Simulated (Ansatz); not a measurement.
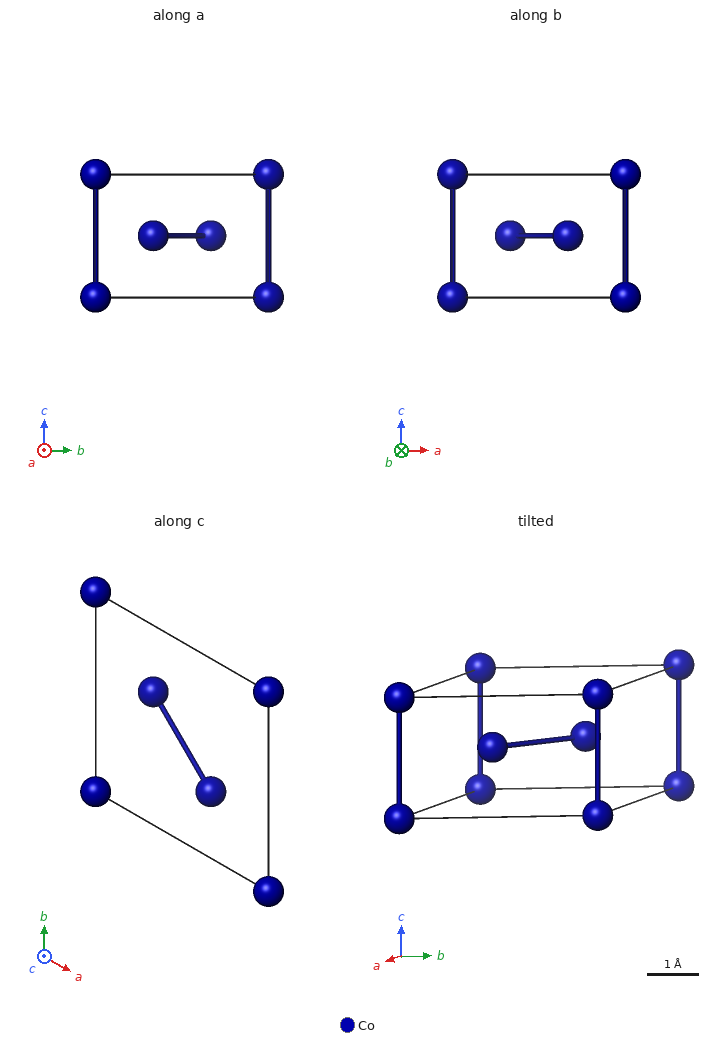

Figure: ball-and-stick view along the a axis, along the b axis, along the c axis and slightly off an axis. The conventional unit cell is drawn as a box.

Lattice parameters: a = 3.9624 Å, b = 3.9624 Å, c = 2.4376 Å, α = 90.000°, β = 90.000°, γ = 120.000°.

From the views, write a CIF with its space group and independent sites.

```cif
data_structure
_symmetry_space_group_name_H-M 'P 6/m m m'
_symmetry_Int_Tables_number 191
_cell_length_a 3.9624
_cell_length_b 3.9624
_cell_length_c 2.4376
_cell_angle_alpha 90.000
_cell_angle_beta 90.000
_cell_angle_gamma 120.000
_cell_volume 33.14
loop_
_atom_site_label
_atom_site_type_symbol
_atom_site_symmetry_multiplicity
_atom_site_Wyckoff_symbol
_atom_site_fract_x
_atom_site_fract_y
_atom_site_fract_z
_atom_site_occupancy
Co1 Co 2 d 0.3333 0.6667 0.5000 1
Co2 Co 1 a 0.0000 0.0000 0.0000 1
```

Origin of the cell: a structure type filled with this element by a generator (whether the element takes this form wasn't checked). It is drawn as it came out of a relaxation with DFT PBE, scalar-relativistic, plane waves, PAW in Ansatz.
